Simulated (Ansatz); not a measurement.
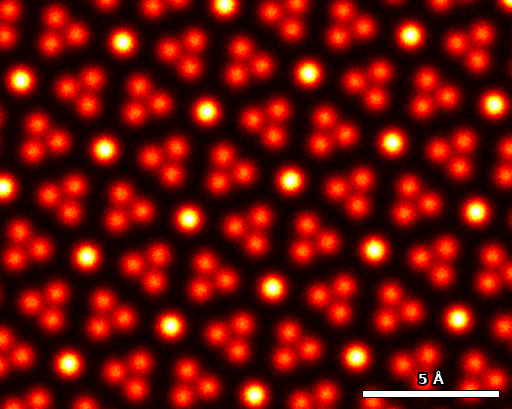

Dark-field STEM-like image of Pt (Pm-3n, No. 223). Simulated incoherent Z contrast: every atom adds Z^1.6 spread by a probe of 0.68 Å full width; channelling and multiple scattering are left out. The probe carries 15 % of its weight in a tail 2.5 times as wide. Shot noise was added. Structure: the input geometry of an electronic-structure calculation (not necessarily at equilibrium); the starting structure was generated, so it need not be a known form of this composition.

```yaml
crystal:
  lattice:
    - [4.96535, 0.00000, 0.00000]
    - [0.00000, 4.96535, 0.00000]
    - [0.00000, 0.00000, 4.96535]
  atoms:
    - { symbol: Pt, position: [0.00000, 0.00000, 0.00000] }
    - { symbol: Pt, position: [0.50000, 0.50000, 0.50000] }
    - { symbol: Pt, position: [0.25000, 0.00000, 0.50000] }
    - { symbol: Pt, position: [0.75000, 0.00000, 0.50000] }
    - { symbol: Pt, position: [0.50000, 0.25000, 0.00000] }
    - { symbol: Pt, position: [0.50000, 0.75000, 0.00000] }
    - { symbol: Pt, position: [0.00000, 0.50000, 0.25000] }
    - { symbol: Pt, position: [0.00000, 0.50000, 0.75000] }
```

Question: Which beam direction gives this image, [221], [211], [111] or [210]? (Directions equivalent by symmetry count as one.)

Answer: [111]. The projected cells are 2.34 × 3.70 Å, 108° for [221]; 2.87 × 3.51 Å, 90° for [211]; 4.05 × 4.05 Å, 120° for [111]; 2.22 × 4.97 Å, 90° for [210], and the image repeats as the [111] one does.
